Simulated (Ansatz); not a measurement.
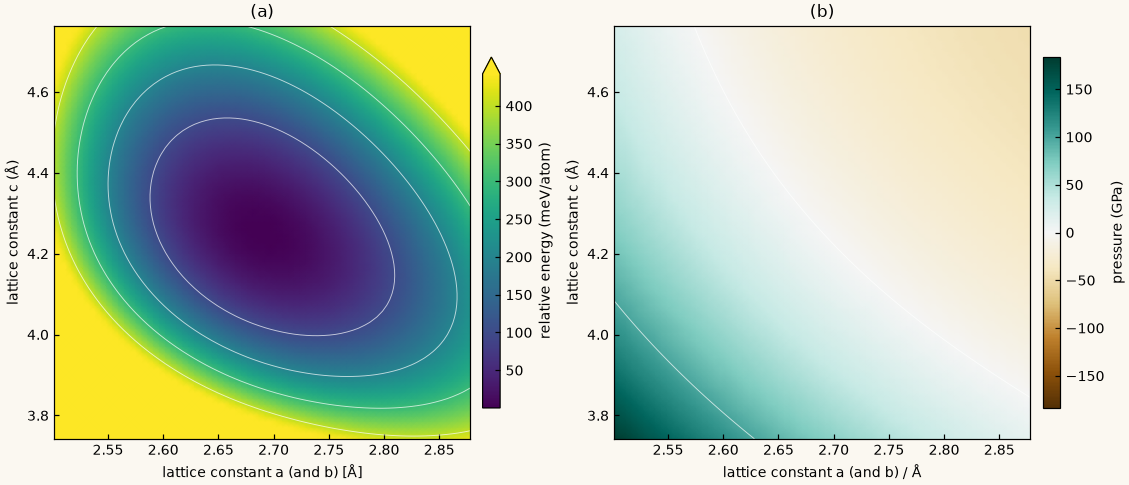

Ru (P6_3/mmc, No. 194; 2 atoms in the cell). The energy is mapped over the lattice constants a and c of the conventional cell. Coordinates scanned: (1) lattice constant a (and b); (2) lattice constant c. Nothing is relaxed (symmetry fixes all fractional coordinates). The scan uses an 11 × 11 grid. All energies are given in meV/atom relative to the lowest grid point. Level of theory: Ansatz, DFT PBEsol, scalar-relativistic, plane waves, PAW. Settings: cutoff 420 eV, k-mesh 18×18×10 in the order of the run's cell vectors, gaussian smearing 0.15 eV, no spin polarisation.

Panel (a) is the energy and panel (b) the computed pressure on the same grid.

In the figure: a smooth colour map with a few white contour lines, one colour for all values above the top of the scale. Between grid points the surface is interpolated.

> How does the pressure vary over the map, and what is it at the lowest grid point?

It runs from −47 GPa at lattice constant a (and b) = 2.878 Å, lattice constant c = 4.763 Å to 184 GPa at lattice constant a (and b) = 2.501 Å, lattice constant c = 3.742 Å. At the lowest grid point, lattice constant a (and b) = 2.690 Å, lattice constant c = 4.252 Å, it is 0 GPa.

| lattice constant c ↓, lattice constant a (and b) → | 2.501 | 2.539 | 2.577 | 2.614 | 2.652 | 2.690 | 2.727 | 2.765 | 2.803 | 2.840 | 2.878 |
| --- | --- | --- | --- | --- | --- | --- | --- | --- | --- | --- | --- |
| 4.763 | 25 | 11 | −1 | −11 | −20 | −27 | −33 | −37 | −41 | −44 | −47 |
| 4.661 | 32 | 17 | 4 | −7 | −16 | −24 | −30 | −35 | −39 | −42 | −45 |
| 4.559 | 39 | 23 | 10 | −2 | −11 | −19 | −26 | −32 | −36 | −40 | −43 |
| 4.457 | 49 | 32 | 17 | 5 | −6 | −14 | −22 | −28 | −33 | −37 | −40 |
| 4.354 | 60 | 42 | 26 | 13 | 2 | −8 | −16 | −23 | −28 | −33 | −37 |
| 4.252 | 73 | 53 | 37 | 23 | 10 | 0 | −9 | −16 | −22 | −28 | −32 |
| 4.150 | 88 | 67 | 50 | 34 | 21 | 10 | 0 | −8 | −15 | −21 | −26 |
| 4.048 | 107 | 84 | 65 | 48 | 34 | 21 | 10 | 1 | −7 | −13 | −19 |
| 3.946 | 128 | 104 | 83 | 65 | 49 | 35 | 23 | 13 | 4 | −4 | −10 |
| 3.844 | 154 | 127 | 104 | 84 | 67 | 51 | 38 | 27 | 16 | 8 | 0 |
| 3.742 | 184 | 155 | 130 | 107 | 88 | 71 | 56 | 43 | 31 | 21 | 12 |

PAW datasets: the set soft_1.
